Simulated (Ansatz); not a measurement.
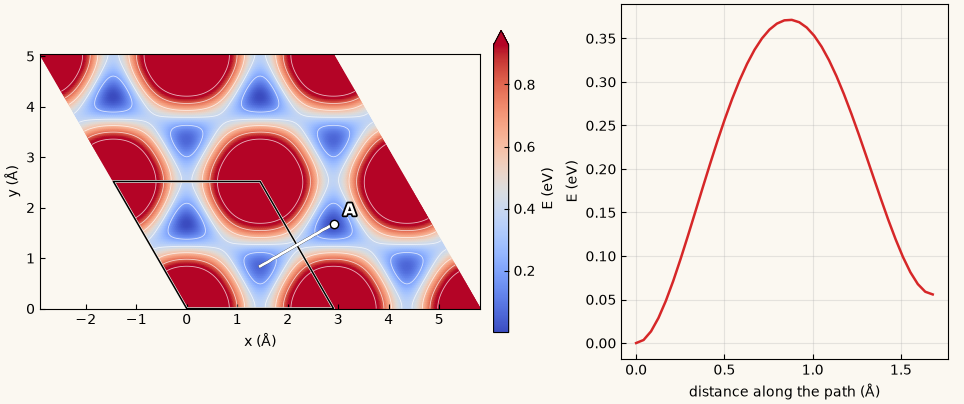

H on a Ti(111) slab cut from the Fm-3m phase, its upper half relaxed before the scan (3 atoms of substrate and one adsorbate in a 1 × 1 cell). H is moved over the surface cell; relaxed at each place: the height of the adsorbate's atoms; substrate rigid; the origin of the map has the adsorbate above Ti3. Places are given modulo a cell vector. The map is drawn in real space over the plane of the surface. The scan uses a 6 × 6 grid; 10 points were computed and 26 follow by symmetry. Energies are in eV, from the lowest grid point. With one adsorbate in each 1 × 1 cell, its nearest image is 2.9 Å away, so neighbouring adsorbates interact. Level of theory: DFT PBE, scalar-relativistic, plane waves, PAW in Ansatz 0.2.0. Settings: cutoff 420 eV, k-mesh 9×9×1, gaussian smearing 0.1 eV, no spin polarisation.

In the figure: a smooth colour map with a few white contour lines, a line along the lowest path, the outline of one cell of the 2 × 2 shown, one colour for all values above the top of the scale, the energy along the path at the right, the start A. Between grid points the surface is interpolated.

Describe the path and its barrier.

Answer. The easiest path leads from the well at a threefold hollow over a second-layer Ti atom, (2/6, 4/6) of the cell vectors to the well at a threefold hollow over a third-layer Ti atom, (4/6, 2/6) of the cell vectors, about 0.056 eV higher. Its highest point lies about 0.37 eV above the bottom of the first well on the interpolated surface, at a bridge site between two Ti atoms, (0/6, 3/6) of the cell vectors. Seen from the upper well the barrier is about 0.32 eV. This is the barrier on the constrained surface; relaxing the other coordinates would change it.

PAW datasets: the set soft_1.
